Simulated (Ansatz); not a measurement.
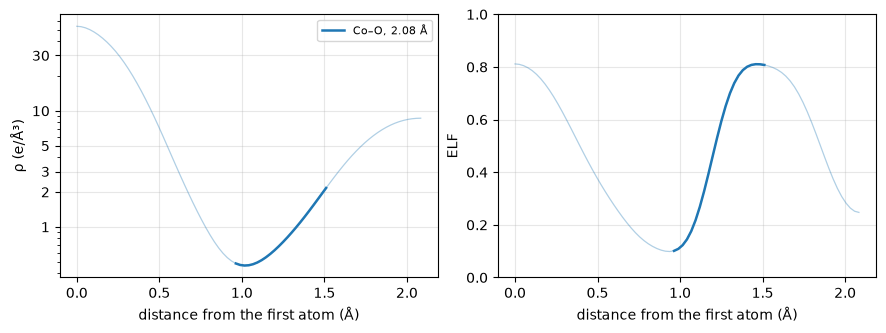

CoO. Valence electron density and electron localisation function along straight lines between neighbouring atoms. Thin, pale parts lie inside the atomic spheres.

Space group Fm-3m; the SCF solution may not be the lowest one; PAW files of the earlier set (soft_1); spin-polarised.

The calculation used DFT PBEsol, scalar-relativistic, plane waves, PAW in Ansatz 0.2.0.

The density is the valence pseudo-density of a PAW calculation; it isn't the true density close to the nuclei.

```cif
data_structure
_symmetry_space_group_name_H-M 'P 1'
_symmetry_Int_Tables_number 1
_cell_length_a 4.1672
_cell_length_b 4.1672
_cell_length_c 4.1672
_cell_angle_alpha 90.000
_cell_angle_beta 90.000
_cell_angle_gamma 90.000
_cell_volume 72.36
loop_
_atom_site_label
_atom_site_type_symbol
_atom_site_fract_x
_atom_site_fract_y
_atom_site_fract_z
_atom_site_occupancy
Co1 Co 0.00000 0.00000 0.00000 1
Co2 Co 0.50000 0.50000 0.00000 1
Co3 Co 0.50000 0.00000 0.50000 1
Co4 Co 0.00000 0.50000 0.50000 1
O1 O 0.50000 0.00000 0.00000 1
O2 O 0.00000 0.50000 0.00000 1
O3 O 0.00000 0.00000 0.50000 1
O4 O 0.50000 0.50000 0.50000 1
```

Question: What can be read from the curves?

Answer: Co–O (2.08 Å): ρ is about 0.47 e/Å³ halfway; the ELF peaks at about 0.80 in the valence shell of O, 0.6 Å from its nucleus, and is about 0.15 at the midpoint: no shared electron pair shows on this line.
